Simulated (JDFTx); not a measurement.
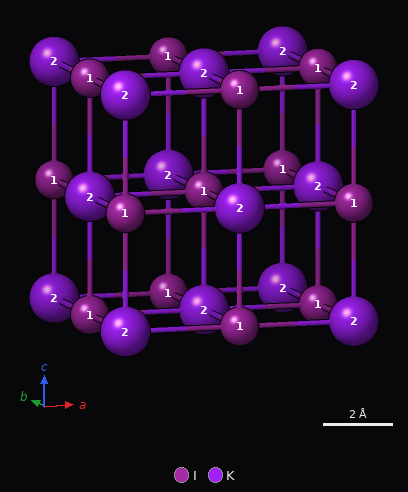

Figure 1. The structure as given in the input (ball-and-stick view of the cell 4 times as large as that of the calculation, set on its symmetry axes, seen slightly off an axis; atoms are numbered from 1 in the order of the input). An atom can appear more than once, as a periodic image. Near neighbours in the periodic cell (some may lie outside the picture): I has 6 K at 3.49 Å; K has 6 I at 3.49 Å.

## Single-point calculation at one volume of an equation of state of KI

System: KI (Fm-3m, 2 atoms in the cell).
Method: Kohn-Sham DFT of a periodic cell, PBEsol, PseudoDojo-SR-PBEsol-0.4.1-standard, no spin polarisation (JDFTx 1.7.0 (patched build)).

The structure derives from an entry of the Crystallography Open Database. It belongs to a series of runs on one base structure; here: volume scaled by 0.96.

Input file
```
lattice \
    0.0000000000     6.5857502413     6.5857502413 \
    6.5857502413     0.0000000000     6.5857502413 \
    6.5857502413     6.5857502413     0.0000000000
coords-type Lattice
ion I      0.5000000000     0.5000000000     0.5000000000 1
ion K      0.0000000000     0.0000000000     0.0000000000 1

ion-species pseudo/I.upf
ion-species pseudo/K.upf
elec-cutoff 37 296
elec-ex-corr gga-PBEsol
kpoint-folding 7 7 7
elec-smearing Fermi 0.0018374661
elec-n-bands 14
electronic-SCF nIterations 100 energyDiffThreshold 1e-09
electronic-minimize nIterations 30 energyDiffThreshold 1e-7
forces-output-coords Cartesian

dump-name run.$VAR
dump End Ecomponents EigStats BandEigs Kpoints Forces Stress ElecDensity Dtot KEdensity
```

Run on 1 thread of Arm Neoverse V1, 24 GiB of memory available, shared host.

Launch command:
```bash
jdftx -c 1 -i KI.in -o KI.out
```

What the program printed
```
*************** JDFTx 1.7.0 (patched build) ***************

Input parsed successfully to the following command list (including defaults):
[... the input with its defaults ...]

---------- Setting up symmetries ----------

Found 48 point-group symmetries of the bravais lattice
Found 48 space-group symmetries with basis
Applied RMS atom displacement 0 bohrs to make symmetries exact.

---------- Initializing the Grid ----------
R =
[            0      6.58575      6.58575  ]
[      6.58575            0      6.58575  ]
[      6.58575      6.58575            0  ]
unit cell volume = 571.276
G =
[  -0.477029   0.477029   0.477029  ]
[   0.477029  -0.477029   0.477029  ]
[   0.477029   0.477029  -0.477029  ]
Minimum fftbox size, Smin = [  76  76  76  ]
Chosen fftbox size, S = [  80  80  80  ]

---------- Initializing tighter grid for wavefunction operations ----------
R =
[            0      6.58575      6.58575  ]
[      6.58575            0      6.58575  ]
[      6.58575      6.58575            0  ]
unit cell volume = 571.276
G =
[  -0.477029   0.477029   0.477029  ]
[   0.477029  -0.477029   0.477029  ]
[   0.477029   0.477029  -0.477029  ]
Minimum fftbox size, Smin = [  52  52  52  ]
Chosen fftbox size, S = [  54  54  54  ]

---------- Exchange Correlation functional ----------
Initalized PBEsol GGA exchange.
Initalized PBEsol GGA correlation.

---------- Setting up pseudopotentials ----------
Width of ionic core gaussian charges (only for fluid interactions / plotting) set to 0

Reading pseudopotential file 'pseudo/I.upf':
  'I' pseudopotential, 'PBESOL' functional
  Generated using ONCVPSP code by D. R. Hamann
  7 valence electrons, 2 orbitals, 6 projectors, 1001 radial grid points, with lMax = 2
    5S    l: 0   occupation:  2.0   eigenvalue: -0.641221
    5P    l: 1   occupation:  5.0   eigenvalue: -0.260836
  Core radius for overlap checks: 2.24 bohrs.

Reading pseudopotential file 'pseudo/K.upf':
  'K' pseudopotential, 'PBESOL' functional
  Generated using ONCVPSP code by D. R. Hamann
  9 valence electrons, 3 orbitals, 6 projectors, 1001 radial grid points, with lMax = 2
    3S    l: 0   occupation:  2.0   eigenvalue: -1.296039
    3P    l: 1   occupation:  6.0   eigenvalue: -0.690783
    4S    l: 0   occupation:  1.0   eigenvalue: -0.084574
  WARNING: large normalization error in atomic orbital 2s (integral: 0.981092).
  Core radius for overlap checks: 1.56 bohrs.

Initialized 2 species with 2 total atoms.

Folded 1 k-points by 7x7x7 to 343 k-points.

---------- Setting up k-points, bands, fillings ----------
Reduced to 20 k-points under symmetry.
Computing the number of bands and number of electrons
Calculating initial fillings.
nElectrons:  16.000000   nBands: 14   nStates: 20

----- Setting up reduced wavefunction bases (one per k-point) -----
average nbasis = 6140.137 , ideal nbasis = 6141.046

---------- Setting up ewald sum ----------
Optimum gaussian width for ewald sums = 2.991134 bohr.
Real space sum over 1331 unit cells with max indices [  5  5  5  ]
Reciprocal space sum over 2197 terms with max indices [  6  6  6  ]

---------- Allocating electronic variables ----------
Initializing wave functions:  linear combination of atomic orbitals
Note: number of bands (14) exceeds available atomic orbitals (9)
I pseudo-atom occupations:   s ( 2 )  p ( 5 )
K pseudo-atom occupations:   s ( 2 1 )  p ( 6 )
	FillingsUpdate:  mu: +0.182295137  nElectrons: 16.000000
LCAOMinimize: Iter:   0  F: -40.1022565240581059  |grad|_K:  1.632e-03  alpha:  1.000e+00
	FillingsUpdate:  mu: +0.177400086  nElectrons: 16.000000
LCAOMinimize: Iter:   1  F: -40.1064502760764441  |grad|_K:  4.323e-05  alpha:  7.770e-01  linmin:  1.853e-01  cgtest: -8.159e-01
	FillingsUpdate:  mu: +0.177371143  nElectrons: 16.000000
[... 5 lines of inner loops ...]
LCAOMinimize: Iter:   4  F: -40.1064531131790147  |grad|_K:  1.293e-08  alpha:  1.019e+00  linmin:  6.281e-02  cgtest: -2.253e-01
	FillingsUpdate:  mu: +0.177474086  nElectrons: 16.000000
LCAOMinimize: Iter:   5  F: -40.1064531131795832  |grad|_K:  4.895e-09  alpha:  9.978e-01  linmin:  1.482e-01  cgtest: -6.000e-01
LCAOMinimize: Converged (|Delta F|<1.000000e-06 for 2 iters).

-------- Electronic minimization -----------
Will mix electronic density at each iteration.
	FillingsUpdate:  mu: +0.177474086  nElectrons: 16.000000
	FillingsUpdate:  mu: +0.155307371  nElectrons: 16.000000
SCF: Cycle:  0   F: -40.123425186973350   dF: -1.697e-02   |Residual|: 5.752e-02   |deigs|: 1.390e-01
	FillingsUpdate:  mu: +0.153269442  nElectrons: 16.000000
SCF: Cycle:  1   F: -40.130010894401948   dF: -6.586e-03   |Residual|: 2.449e-02   |deigs|: 1.719e-02
	FillingsUpdate:  mu: +0.100000000  nElectrons: 16.000000
SCF: Cycle:  2   F: -40.131834470027840   dF: -1.824e-03   |Residual|: 5.275e-03   |deigs|: 7.927e-03
	FillingsUpdate:  mu: +0.100000000  nElectrons: 16.000000
SCF: Cycle:  3   F: -40.131950038663248   dF: -1.156e-04   |Residual|: 1.173e-03   |deigs|: 2.388e-03
	FillingsUpdate:  mu: +0.100000000  nElectrons: 16.000000
SCF: Cycle:  4   F: -40.131979256878537   dF: -2.922e-05   |Residual|: 5.305e-04   |deigs|: 1.233e-03
	FillingsUpdate:  mu: +0.100000000  nElectrons: 16.000000
SCF: Cycle:  5   F: -40.131986821563004   dF: -7.565e-06   |Residual|: 1.372e-04   |deigs|: 5.480e-04
	FillingsUpdate:  mu: +0.100000000  nElectrons: 16.000000
SCF: Cycle:  6   F: -40.131988913275158   dF: -2.092e-06   |Residual|: 6.043e-05   |deigs|: 3.488e-04
	FillingsUpdate:  mu: +0.100000000  nElectrons: 16.000000
SCF: Cycle:  7   F: -40.131990334025716   dF: -1.421e-06   |Residual|: 4.576e-05   |deigs|: 3.824e-04
	FillingsUpdate:  mu: +0.100000000  nElectrons: 16.000000
SCF: Cycle:  8   F: -40.131990781709440   dF: -4.477e-07   |Residual|: 1.227e-05   |deigs|: 3.289e-04
	FillingsUpdate:  mu: +0.100000000  nElectrons: 16.000000
SCF: Cycle:  9   F: -40.131991111735204   dF: -3.300e-07   |Residual|: 9.414e-06   |deigs|: 3.719e-04
	FillingsUpdate:  mu: +0.100000000  nElectrons: 16.000000
SCF: Cycle: 10   F: -40.131991205283491   dF: -9.355e-08   |Residual|: 1.047e-05   |deigs|: 2.538e-04
	FillingsUpdate:  mu: +0.100000000  nElectrons: 16.000000
SCF: Cycle: 11   F: -40.131991262667917   dF: -5.738e-08   |Residual|: 5.587e-06   |deigs|: 3.906e-04
	FillingsUpdate:  mu: +0.100000000  nElectrons: 16.000000
SCF: Cycle: 12   F: -40.131991279738173   dF: -1.707e-08   |Residual|: 1.923e-05   |deigs|: 1.569e-04
	FillingsUpdate:  mu: +0.100000000  nElectrons: 16.000000
SCF: Cycle: 13   F: -40.131991293690611   dF: -1.395e-08   |Residual|: 2.957e-06   |deigs|: 2.473e-04
	FillingsUpdate:  mu: +0.100000000  nElectrons: 16.000000
SCF: Cycle: 14   F: -40.131991297119860   dF: -3.429e-09   |Residual|: 2.876e-06   |deigs|: 8.114e-05
	FillingsUpdate:  mu: +0.100000000  nElectrons: 16.000000
SCF: Cycle: 15   F: -40.131991299967027   dF: -2.847e-09   |Residual|: 2.058e-06   |deigs|: 9.370e-05
	FillingsUpdate:  mu: +0.100000000  nElectrons: 16.000000
SCF: Cycle: 16   F: -40.131991300863895   dF: -8.969e-10   |Residual|: 1.066e-06   |deigs|: 3.305e-05
	FillingsUpdate:  mu: +0.100000000  nElectrons: 16.000000
SCF: Cycle: 17   F: -40.131991301431647   dF: -5.678e-10   |Residual|: 7.980e-07   |deigs|: 3.604e-05
SCF: Converged (|Delta E|<1.000000e-09 for 2 iters).

Setting wave functions to eigenvectors of Hamiltonian

# Stress tensor in Cartesian coordinates [Eh/a0^3]:
[ -6.52763e-06            0            0  ]
[            0 -6.52763e-06            0  ]
[            0            0 -6.52763e-06  ]

# Ionic positions in lattice coordinates:
ion I   0.500000000000000   0.500000000000000   0.500000000000000 1
ion K   0.000000000000000   0.000000000000000   0.000000000000000 1

# Forces in Cartesian coordinates:
force I  -0.000000000000000  -0.000000000000000   0.000000000000000 1
force K   0.000000000000000  -0.000000000000000   0.000000000000000 1

# Energy components:
   Eewald =      -27.8380741091089483
       EH =        9.3415145695653621
     Eloc =      -33.9253374816079258
      Enl =        6.2288592890210932
      Exc =      -10.3154053047465251
 Exc_core =        2.9241607276252917
       KE =       13.4522910078202749
-------------------------------------
     Etot =      -40.1319913014313698
       TS =        0.0000000000002794
-------------------------------------
        F =      -40.1319913014316469

IonicMinimize: Iter:   0  F: -40.131991301431647  |grad|_K:  1.366e-40
IonicMinimize: Converged (|grad|_K<1.000000e-04).

#--- Lowdin population analysis ---
# oxidation-state I -0.597
# oxidation-state K +0.651

Dumping 'run.eigStats' ...
	eMin: -0.980633 at state 0 ( [ +0.000000 +0.000000 +0.000000 ] spin 0 )
	HOMO: +0.057797 at state 0 ( [ +0.000000 +0.000000 +0.000000 ] spin 0 )
	mu  : +0.100000
	LUMO: +0.201251 at state 0 ( [ +0.000000 +0.000000 +0.000000 ] spin 0 )
	eMax: +0.410503 at state 14 ( [ +0.000000 +0.428571 +0.428571 ] spin 0 )
	HOMO-LUMO gap: +0.143454
	Optical gap  : +0.143454 at state 0 ( [ +0.000000 +0.000000 +0.000000 ] spin 0 )
Done!
```

Summary

| quantity | value |
| --- | --- |
| outcome | converged |
| space group (tolerance 0.01 Å) | Fm-3m (225) |
| electrons treated | 16 |
| free energy | −1092.0471 eV |
| gap on the k-point mesh | 3.90 eV |
| pressure | 0.19 GPa |
| largest force (length of the vector) | under 0.001 eV/Å |
| wall time | 2.3 min |
| peak memory | 0.24 GiB |

Remarks

Notes on the run: WARNING: large normalization error in atomic orbital 2s (integral: 0.981092).
